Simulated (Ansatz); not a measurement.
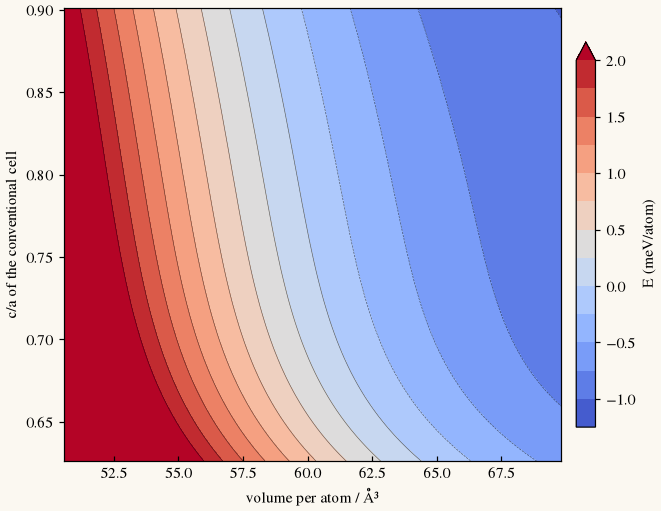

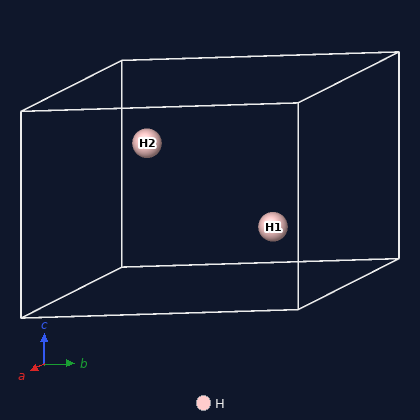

Energy landscape of H (P6_3/mmc, No. 194; 2 atoms in the cell). The energy is mapped over volume and the cell's shape. First axis: volume per atom. Second axis: c/a of the conventional cell. Nothing is relaxed (symmetry fixes all fractional coordinates). Grid: 7 × 7 points. Points are written as (first, second). All energies are given in meV/atom relative to the relaxed crystal. These are results of Ansatz 0.2.0, DFT PBE, scalar-relativistic, plane waves, PAW, not measurements. Settings: cutoff 520 eV, k-mesh 6×6×6, gaussian smearing 0.05 eV, spin-polarised.

The picture shows filled contours, one colour for all values above the top of the scale. Between grid points the surface is interpolated. The second picture is the reference structure.

Question: Where are the wells?

Answer: The lowest grid point is at (69.82 Å³, 0.901), −1.01 meV/atom from the relaxed crystal. It lies at the edge of the scanned range, so the true minimum may lie outside. The highest grid point, (50.56 Å³, 0.626), lies 5.54 meV/atom above the lowest. The gap on the k-mesh is 6.8 eV at the lowest point and runs from 6.2 to 7.0 eV over the map.

Grid values (meV/atom):

```tsv
c/a of the conventional cell ↓, volume per atom →	50.56	53.77	56.98	60.19	63.40	66.61	69.82
0.901	2.27	1.08	0.25	−0.31	−0.68	−0.90	−1.01
0.848	2.51	1.27	0.40	−0.20	−0.59	−0.83	−0.96
0.798	2.74	1.45	0.53	−0.10	−0.52	−0.78	−0.93
0.751	2.97	1.62	0.67	0.00	−0.45	−0.74	−0.90
0.707	3.28	1.86	0.85	0.14	−0.35	−0.67	−0.86
0.665	3.75	2.24	1.15	0.37	−0.18	−0.54	−0.77
0.626	4.53	2.88	1.66	0.78	0.15	−0.28	−0.57
```

The input of one point:

```yaml
crystal:
  lattice:
    - [5.6351326836, 0.0, 0.0]
    - [-2.8175663418, 4.8801680577, 0.0]
    - [0.0, 0.0, 5.0778180612]
  atoms:
    - { symbol: H, position: [0.3333333333, 0.6666666667, 0.25], spin: 1.05 }
    - { symbol: H, position: [0.6666666667, 0.3333333333, 0.75], spin: 1.05 }
basis:
  ecutwfc: 520.0
kpoints:
  mp_grid: { grid: [6, 6, 6] }
hamiltonian:
  xc: pbe
scf:
  occupations: { method: gaussian, width: 0.05 }
output:
  forces: true
  stress: true
  eigenvalues: true
  populations: true
magnetization:
  spin_polarized: true
```

Time for the 49 points that were run: 11 min on 1 thread of Arm Neoverse V1 (shared host).
